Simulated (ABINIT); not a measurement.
## Run report: SrO, geometry relaxation (part 1 of 2)

- system: SrO (Fm-3m, 2 atoms in the cell)
- method: Kohn-Sham DFT of a periodic cell, PBE, JTH PAW PBE v2.0, no spin polarisation (ABINIT 10.8.3)

The structure derives from an entry of the Crystallography Open Database.

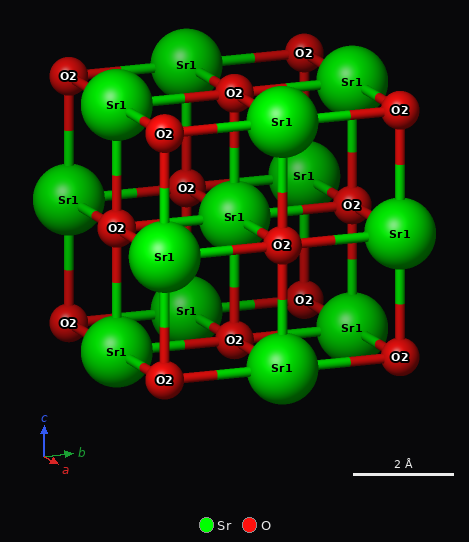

Figure 1. The starting structure (ball-and-stick view of the cell 4 times as large as that of the calculation, set on its symmetry axes, seen slightly off an axis; atoms are numbered from 1 in the order of the input). An atom can appear more than once, as a periodic image. Near neighbours in the periodic cell (some may lie outside the picture): Sr has 6 O at 2.57 Å; O has 6 Sr at 2.57 Å.

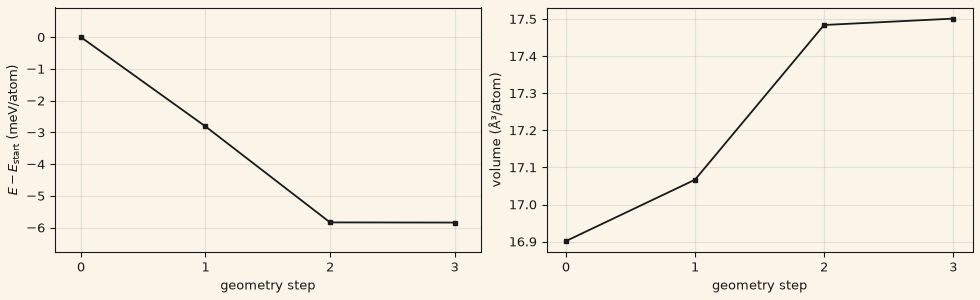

Figure 2. Progress of the relaxation, step by step (steps are counted from 0).

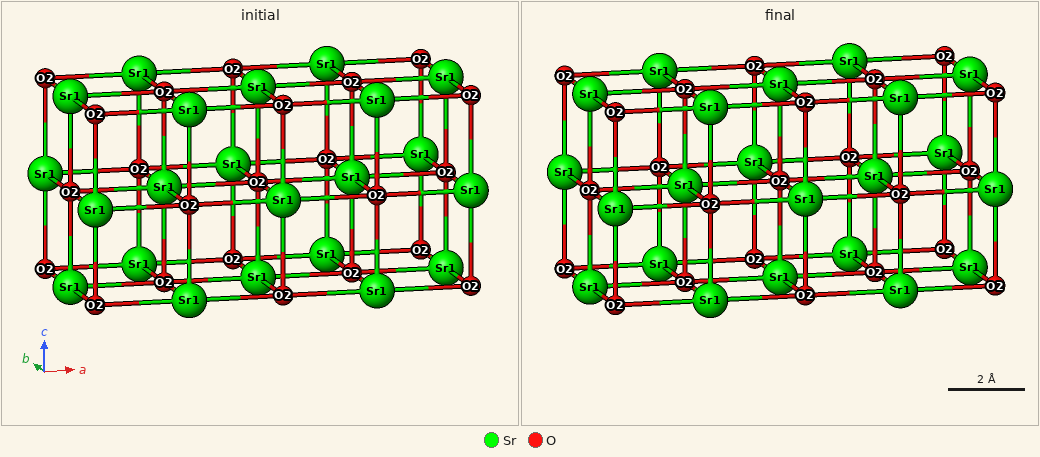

Figure 3. Before (left) and after (right) the relaxation, at one scale (ball-and-stick view of the cell 4 times as large as that of the calculation, set on its symmetry axes, repeated 2 × 1 × 1, seen slightly off an axis). The energy falls by 5.8 meV per atom in 3 geometry steps. All forces vanish by symmetry, so only the cell relaxes. No atom moves by more than 0.005 Å relative to the cell. The volume changes by +3.5 %, with a = b = c 5.133 → 5.193 Å (+1.2 %). Among the contacts that change: Sr1–O2 2.566 → 2.596 Å. The space group stays Fm-3m (No. 225). (Atoms are counted from 1 in the order of the input.)

The input that produced these results follows, with the program's output.

The input:
```
# Pseudopotentials
pp_dirpath "./"
pseudos "Sr.GGA_PBE-JTH.xml, O.GGA_PBE-JTH.xml"

# Structure
acell 3.6292962651 3.6292962651 3.6292962651 Angstrom
rprim
     0.0000000000     0.7071067812     0.7071067812
     0.7071067812     0.0000000000     0.7071067812
     0.7071067812     0.7071067812     0.0000000000
ntypat 2
znucl 38 8
natom 2
typat 1 2
xred
     0.5000000000     0.5000000000     0.5000000000
     0.0000000000     0.0000000000     0.0000000000
chkprim 0
chksymtnons 0
tolsym 1.0e-6

# Plane-wave basis
ecut 23.0
pawecutdg 45.0
pawxcdev 0

# k points
kptopt 1
ngkpt 9 9 9
nshiftk 1
shiftk 0.0 0.0 0.0

# Exchange and correlation
ixc 11

# Bands and occupations
nband 12
occopt 3
tsmear 0.05 eV

# SCF cycle
nstep 100
tolvrs 1.0e-9

# Output
iomode 3
prtwf 0
prtden 0
prteig 0
prtebands 0

# Relaxation
ionmov 2
ntime 60
tolmxf 0.0002
optcell 2
dilatmx 1.08
ecutsm 0.5
```

Launch command:
```bash
abinit run.abi > log 2>&1
```

The program's output:
```
.Version 10.8.3 of ABINIT
 Symmetries : space group Fm -3 m (#225); Bravais cF (face-center cubic)
================================================================================
 Values of the parameters that define the memory need of the present run
     intxc =       0    ionmov =       2      iscf =      17    lmnmax =      18
     lnmax =       6     mgfft =      32  mpssoang =       3    mqgrid =    3001
     natom =       2  nloc_mem =       2    nspden =       1   nspinor =       1
    nsppol =       1      nsym =      48    n1xccc =       1    ntypat =       2
    occopt =       3   xclevel =       2
       mpw =        1530          nfft =       32768          nkpt =          35
 PAW method is used; the additional fine FFT grid is defined by:
   mgfftf=        48    nfftf =    110592
================================================================================
================================================================================

--------------------------------------------------------------------------------
------------- Echo of variables that govern the present computation ------------
--------------------------------------------------------------------------------
 -outvars: echo values of preprocessed input variables --------
            acell      6.8583759708E+00  6.8583759708E+00  6.8583759708E+00 Bohr
              amu      8.76200000E+01  1.59994000E+01
          chkprim           0
      chksymtnons           0
          dilatmx      1.08000000E+00
             ecut      2.30000000E+01 Hartree
           ecutsm      5.00000000E-01 Hartree
           ionmov           2
              ixc          11
         kptrlatt        9    0    0      0    9    0      0    0    9
          kptrlen      6.17253837E+01
            natom           2
            nband          12
            ngfft          32      32      32
          ngfftdg          48      48      48
             nkpt          35
            nstep         100
             nsym          48
            ntime          60
           ntypat           2
           occopt           3
          optcell           2
        pawecutdg      4.50000000E+01 Hartree
         pawxcdev           0
           prtden           0
        prtebands           0
           prteig           0
            prtwf           0
            rprim      0.0000000000E+00  7.0710678120E-01  7.0710678120E-01
                       7.0710678120E-01  0.0000000000E+00  7.0710678120E-01
                       7.0710678120E-01  7.0710678120E-01  0.0000000000E+00
          spgroup         225
           tolmxf      2.00000000E-04
           tolsym      1.00000000E-06
           tolvrs      1.00000000E-09
           tsmear      1.83746611E-03 Hartree
            typat      1  2
           useylm           1
           xangst      2.5663000000E+00  2.5663000000E+00  2.5663000000E+00
                       0.0000000000E+00  0.0000000000E+00  0.0000000000E+00
            xcart      4.8496041570E+00  4.8496041570E+00  4.8496041570E+00
                       0.0000000000E+00  0.0000000000E+00  0.0000000000E+00
             xred      5.0000000000E-01  5.0000000000E-01  5.0000000000E-01
                       0.0000000000E+00  0.0000000000E+00  0.0000000000E+00
            znucl       38.00000    8.00000

================================================================================

 chkinp: Checking input parameters for consistency.

================================================================================
== DATASET  1 ==================================================================

--- !DatasetInfo
iteration_state: {dtset: 1, }
dimensions: {natom: 2, nkpt: 35, mband: 12, nsppol: 1, nspinor: 1, nspden: 1, mpw: 1530, }
cutoff_energies: {ecut:  23.0, pawecutdg:  45.0, }
electrons: {nelect:   1.60000000E+01, charge:   0.00000000E+00, occopt:   3.00000000E+00, tsmear:   1.83746611E-03, }
meta: {optdriver: 0, ionmov: 2, optcell: 2, iscf: 17, paral_kgb: 0, }
...

 Exchange-correlation functional for the present dataset will be:
  GGA: Perdew-Burke-Ernzerhof functional - ixc=11
  J.P.Perdew, K.Burke, M.Ernzerhof, PRL 77, 3865 (1996)

 Real(R)+Recip(G) space primitive vectors, cartesian coordinates (Bohr,Bohr^-1):
 R(1)=  0.0000000  4.8496042  4.8496042  G(1)= -0.1031012  0.1031012  0.1031012
 R(2)=  4.8496042  0.0000000  4.8496042  G(2)=  0.1031012 -0.1031012  0.1031012
 R(3)=  4.8496042  4.8496042  0.0000000  G(3)=  0.1031012  0.1031012 -0.1031012
 Unit cell volume ucvol=  2.2811239E+02 bohr^3
 Angles (23,13,12)=  6.00000000E+01  6.00000000E+01  6.00000000E+01 degrees

 Coarse grid specifications (used for wave-functions):

 getcut: wavevector=  0.0000  0.0000  0.0000  ngfft=  32  32  32
         ecut(hartree)=     26.827   => boxcut(ratio)=   2.00113

 Fine grid specifications (used for densities):

 getcut: wavevector=  0.0000  0.0000  0.0000  ngfft=  48  48  48
         ecut(hartree)=     52.488   => boxcut(ratio)=   2.14598

--- Pseudopotential description ------------------------------------------------
- pspini: atom type   1  psp file is ./Sr.GGA_PBE-JTH.xml
 Pseudopotential format is: paw10
 basis_size (lnmax)=  6 (lmn_size= 18), orbitals=   0   0   1   1   2   2
 Spheres core radius: rc_sph= 2.20669967
 Shapefunction is SIN type: shapef(r)=[sin(pi*r/rshp)/(pi*r/rshp)]**2
 Radius for shape functions =  1.70850426
 Compensation charge density is not taken into account in XC energy/potential

- pspini: atom type   2  psp file is ./O.GGA_PBE-JTH.xml
 Pseudopotential format is: paw10
 basis_size (lnmax)=  4 (lmn_size=  8), orbitals=   0   0   1   1
 Spheres core radius: rc_sph= 1.41465230
 Shapefunction is SIN type: shapef(r)=[sin(pi*r/rshp)/(pi*r/rshp)]**2
 Radius for shape functions =  1.20231231
 Compensation charge density is not taken into account in XC energy/potential

   4.46581426E+02                                ecore*ucvol(ha*bohr**3)
--------------------------------------------------------------------------------

================================================================================

=== [ionmov= 2] Broyden-Fletcher-Goldfarb-Shanno method (forces)
================================================================================

--- Iteration: ( 1/60) Internal Cycle: (1/1)
--------------------------------------------------------------------------------

---SELF-CONSISTENT-FIELD CONVERGENCE--------------------------------------------

--- !BeginCycle
iteration_state: {dtset: 1, itime: 1, icycle: 1, }
solver: {iscf: 17, nstep: 100, nline: 4, wfoptalg: 10, }
tolerances: {tolvrs: 1.00E-09, }
...

     iter   Etot(hartree)      deltaE(h)  residm     nres2
 ETOT  1  -47.380055609360    -4.738E+01 1.107E-01 5.503E+01
 ETOT  2  -47.354040835243     2.601E-02 1.435E-02 5.813E+01
 ETOT  3  -47.314514133393     3.953E-02 6.464E-03 3.508E+00
 ETOT  4  -47.315153934478    -6.398E-04 9.271E-04 5.346E-01
 ETOT  5  -47.314183088692     9.708E-04 1.058E-03 1.091E-02
 ETOT  6  -47.314245649670    -6.256E-05 1.257E-04 5.625E-03
 ETOT  7  -47.314236336360     9.313E-06 1.210E-04 1.389E-04
 ETOT  8  -47.314236595691    -2.593E-07 3.025E-05 6.539E-06
 ETOT  9  -47.314236599230    -3.538E-09 2.767E-05 7.704E-07
 ETOT 10  -47.314236598922     3.075E-10 9.006E-06 1.335E-07
 ETOT 11  -47.314236599101    -1.785E-10 6.287E-06 5.533E-08
 ETOT 12  -47.314236598999     1.020E-10 7.241E-06 3.459E-10

 At SCF step   12       nres2   =  3.46E-10 < tolvrs=  1.00E-09 =>converged.

 Cartesian components of stress tensor (hartree/bohr^3)
  sigma(1 1)= -1.08428883E-04  sigma(3 2)=  0.00000000E+00
  sigma(2 2)= -1.08428883E-04  sigma(3 1)=  0.00000000E+00
  sigma(3 3)= -1.08428883E-04  sigma(2 1)=  0.00000000E+00

--- !ResultsGS
iteration_state: {dtset: 1, itime: 1, icycle: 1, }
comment   : Summary of ground state results
lattice_vectors:
- [  0.0000000,   4.8496042,   4.8496042, ]
- [  4.8496042,   0.0000000,   4.8496042, ]
- [  4.8496042,   4.8496042,   0.0000000, ]
lattice_lengths: [   6.85838,    6.85838,    6.85838, ]
lattice_angles: [ 60.000,  60.000,  60.000, ] # degrees, (23, 13, 12)
lattice_volume:   2.2811239E+02
convergence: {deltae:  1.020E-10, res2:  3.459E-10, residm:  7.241E-06, diffor: null, }
etotal    :  -4.73142366E+01
entropy   :   0.00000000E+00
fermie    :   2.30123386E-01
cartesian_stress_tensor: # hartree/bohr^3
- [ -1.08428883E-04,   0.00000000E+00,   0.00000000E+00, ]
- [  0.00000000E+00,  -1.08428883E-04,   0.00000000E+00, ]
- [  0.00000000E+00,   0.00000000E+00,  -1.08428883E-04, ]
pressure_GPa:   3.1901E+00
xred      :
- [  5.0000E-01,   5.0000E-01,   5.0000E-01, Sr]
- [  0.0000E+00,   0.0000E+00,   0.0000E+00,  O]
cartesian_forces: # hartree/bohr
- [ -0.00000000E+00,  -0.00000000E+00,  -0.00000000E+00, ]
- [ -0.00000000E+00,  -0.00000000E+00,  -0.00000000E+00, ]
force_length_stats: {min:   0.00000000E+00, max:   0.00000000E+00, mean:   0.00000000E+00, }
...

 Integrated electronic density in atomic spheres:
 ------------------------------------------------
 Atom  Sphere_radius  Integrated_density
    1        2.20670          7.34266545
    2        1.41465          4.51854070

---OUTPUT-----------------------------------------------------------------------

 Cartesian coordinates (xcart) [bohr]
  4.84960415698525E+00  4.84960415698525E+00  4.84960415698525E+00
  0.00000000000000E+00  0.00000000000000E+00  0.00000000000000E+00
 Reduced coordinates (xred)
  5.00000000000000E-01  5.00000000000000E-01  5.00000000000000E-01
  0.00000000000000E+00  0.00000000000000E+00  0.00000000000000E+00
 Cartesian forces (fcart) [Ha/bohr]; max,rms= 0.00000E+00 0.00000E+00 (free atoms)
 -0.00000000000000E+00 -0.00000000000000E+00 -0.00000000000000E+00
 -0.00000000000000E+00 -0.00000000000000E+00 -0.00000000000000E+00
 Gradient of E wrt nuclear positions in reduced coordinates (gred)
  0.00000000000000E+00  0.00000000000000E+00  0.00000000000000E+00
  0.00000000000000E+00  0.00000000000000E+00  0.00000000000000E+00
 Scale of Primitive Cell (acell) [bohr]
  6.85837597081901E+00  6.85837597081901E+00  6.85837597081901E+00
 Real space primitive translations (rprimd) [bohr]
  0.00000000000000E+00  4.84960415698525E+00  4.84960415698525E+00
  4.84960415698525E+00  0.00000000000000E+00  4.84960415698525E+00
  4.84960415698525E+00  4.84960415698525E+00  0.00000000000000E+00
 Unitary Cell Volume (ucvol) [Bohr^3]=  2.28112387255718E+02
 Angles (23,13,12)= [degrees]
  6.00000000000000E+01  6.00000000000000E+01  6.00000000000000E+01
 Lengths [Bohr]
  6.85837597094948E+00  6.85837597094948E+00  6.85837597094948E+00
 Stress tensor in cartesian coordinates (strten) [Ha/bohr^3]
 -1.08428883483010E-04  0.00000000000000E+00  0.00000000000000E+00
  0.00000000000000E+00 -1.08428883483010E-04  0.00000000000000E+00
  0.00000000000000E+00  0.00000000000000E+00 -1.08428883483013E-04
 Total energy (etotal) [Ha]= -4.73142365989985E+01

--- Iteration: ( 2/60) Internal Cycle: (1/1)
--------------------------------------------------------------------------------

---SELF-CONSISTENT-FIELD CONVERGENCE--------------------------------------------

--- !BeginCycle
iteration_state: {dtset: 1, itime: 2, icycle: 1, }
solver: {iscf: 17, nstep: 100, nline: 4, wfoptalg: 10, }
tolerances: {tolvrs: 1.00E-09, }
...

     iter   Etot(hartree)      deltaE(h)  residm     nres2
 ETOT  1  -47.315068139487    -4.732E+01 1.023E-05 5.695E-01
 ETOT  2  -47.315132662804    -6.452E-05 6.448E-06 7.752E-01
 ETOT  3  -47.314423601818     7.091E-04 4.195E-05 1.949E-02
 ETOT  4  -47.314441672808    -1.807E-05 4.284E-06 2.199E-03
 ETOT  5  -47.314442520807    -8.480E-07 1.996E-06 2.663E-04
 ETOT  6  -47.314443256333    -7.355E-07 2.205E-06 2.876E-05
 ETOT  7  -47.314443286897    -3.056E-08 1.397E-06 9.560E-07
 ETOT  8  -47.314443287696    -7.985E-10 1.652E-06 1.178E-07
 ETOT  9  -47.314443287803    -1.071E-10 1.034E-06 1.437E-07
 ETOT 10  -47.314443287718     8.421E-11 1.236E-06 1.312E-08
 ETOT 11  -47.314443287714     4.270E-12 7.665E-07 4.029E-10

 At SCF step   11       nres2   =  4.03E-10 < tolvrs=  1.00E-09 =>converged.

 Cartesian components of stress tensor (hartree/bohr^3)
  sigma(1 1)= -7.66336109E-05  sigma(3 2)=  0.00000000E+00
  sigma(2 2)= -7.66336109E-05  sigma(3 1)=  0.00000000E+00
  sigma(3 3)= -7.66336109E-05  sigma(2 1)=  0.00000000E+00
```
